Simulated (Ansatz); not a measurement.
# PtS2: what the fields show

Input

```
crystal:
  lattice:
    - [1.7391390676, 1.0040924088, 5.095871561]
    - [-1.7391390676, 1.0040924088, 5.095871561]
    - [0.0, -2.0081848177, 5.0958715609]
  atoms:
    - { symbol: Pt, position: [-0.0026256713, -0.0026256713, -0.0026256713] }
    - { symbol: S, position: [0.4255983348, 0.4255983348, 0.4255983348] }
    - { symbol: S, position: [0.2436940031, 0.2436940031, 0.2436940031] }
kpoints:
  mp_grid: { grid: [8, 8, 8] }
  band_path:
    path:
      - [0.0, 0.0, 0.0]
      - [-0.5, -0.5, -0.5]
      - [-0.5, -0.1925499378, -0.8074500622]
      - [-0.1925499378, 0.1925499378, -0.5]
      - [0.0, 0.0, -0.5]
      - [0.0, 0.3462749689, -0.3462749689]
      - [-0.3462749689, 0.0, -0.6537250311]
      - [-0.5, 0.0, -0.5]
      - [0.0, 0.0, -0.05]
      - [-0.5, -0.2847849565, -0.7152150435]
      - [-0.5, -0.4385099876, -0.5614900124]
    npoints: 1
hamiltonian:
  xc: r2scan
scf:
  occupations: { method: fermi_dirac, width: 0.02 }
  n_extra_bands: 4
output:
  forces: true
  stress: true
  eigenvalues: true
  write_density: true
  write_potential: true
  elf: true
  volumetric_format: npy
```

Launched as:

```sh
ansatz run input.yaml --threads 2 --pin off --max-ram 2211MiB --backend cpu --events-out ev --progress --plain --runs-dir out
```

Below, planes, directions and counts refer to the conventional cell (a = 3.48 Å, b = 3.48 Å, c = 15.29 Å, α = 90.00°, β = 90.00°, γ = 120.00°).

Space group R3m; started from the 3R (MoS2) bulk prototype, which need not be the ambient phase.

The calculation used DFT, r2SCAN, plane waves, PAW in Ansatz.

Core electrons are frozen (PAW), and the valence fields are smoothed inside the atomic spheres.

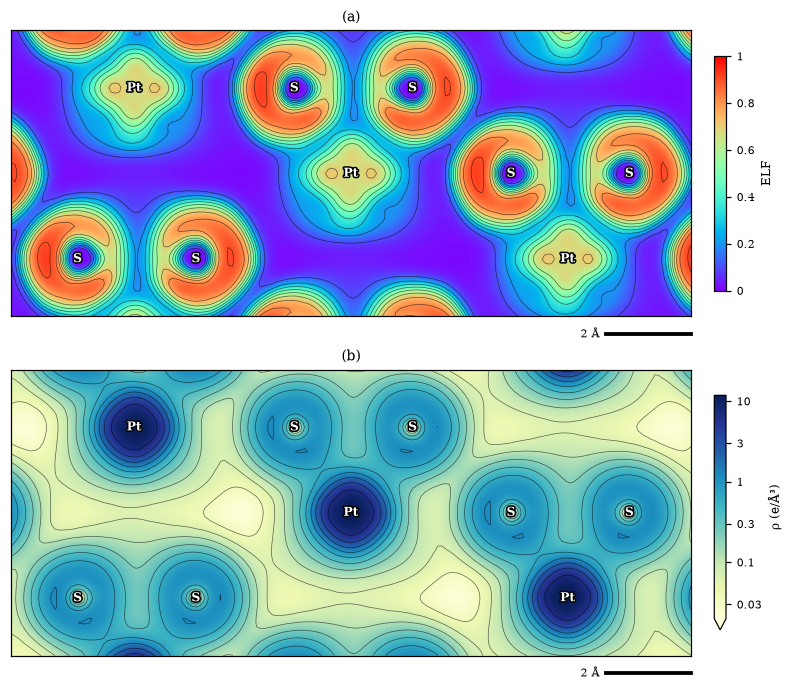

Figure 1. (a) ELF; (b) valence pseudo-density on the (110) plane of the conventional cell.

Question: Interpret the plot.

Answer: The section cuts through Pt and S sites. Pt–S (2.41 Å): ρ at the midpoint is about 0.64 e/Å³; the ELF peaks at about 0.85 in the valence shell of S, 0.8 Å from its nucleus, and is about 0.40 at the midpoint. Pt–S (2.48 Å): the density is about 0.56 e/Å³ at the midpoint; the ELF peaks at about 0.85 in the valence shell of S, 0.8 Å from its nucleus, and is about 0.40 at the midpoint. Between the atoms the lowest density in this plane is 0.02 e/Å³. The features right at Pt lie inside the PAW spheres, where the map follows smoothed inner orbitals and isn't to be read closely.

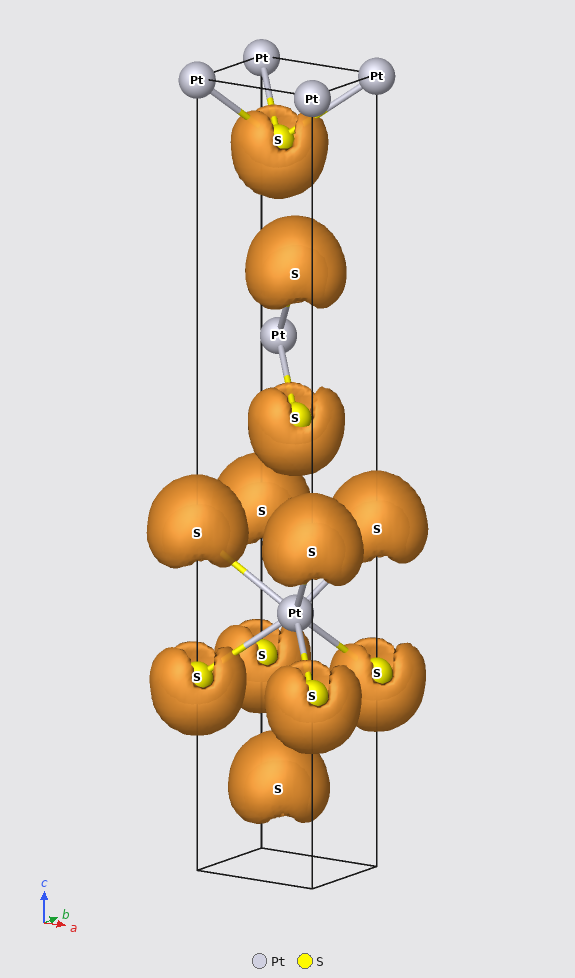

Figure 2. Isosurface of the ELF at 0.8 (orange), seen slightly off an axis. Only the valence region is drawn (cores and ρ < 0.01 e/Å³ removed). Sticks mark near contacts.

Question: Identify the bonds, lone pairs and shells in this picture.

Answer: At this value the surface marks out six regions wrapped around S (the valence shell of each), counted in one cell of 9 atoms. Regions shared between cells count once.
